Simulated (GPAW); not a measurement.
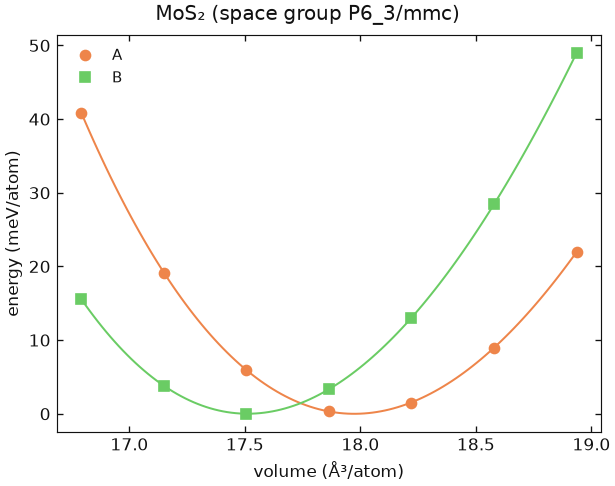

Plotted: energy against volume, with one curve for each functional, for MoS₂ (space group P6_3/mmc). The labels are replaced by letters. In alphabetical order the cases are: PBEsol; r2SCAN.

How it was computed, with GPAW 26.7.0: PAW DFT in plane waves, on a grid or in atomic orbitals, no spin polarisation; energies at scaled volumes of the given cell, shape and fractions fixed, counted from the fit's minimum, third-order Birch-Murnaghan fit. All runs: no spin polarisation.

```json
{"setting": "occupations", "value": "Fermi–Dirac"}
{"setting": "smearing width", "value": "0.05 eV"}
{"setting": "wave cutoff", "value": "600 eV"}
```

Which letter stands for which functional?

Answer. A: r2SCAN; B: PBEsol.

Keep in mind: shape and atomic fractions are frozen while scaling, which makes layered, chain and framework solids too stiff.
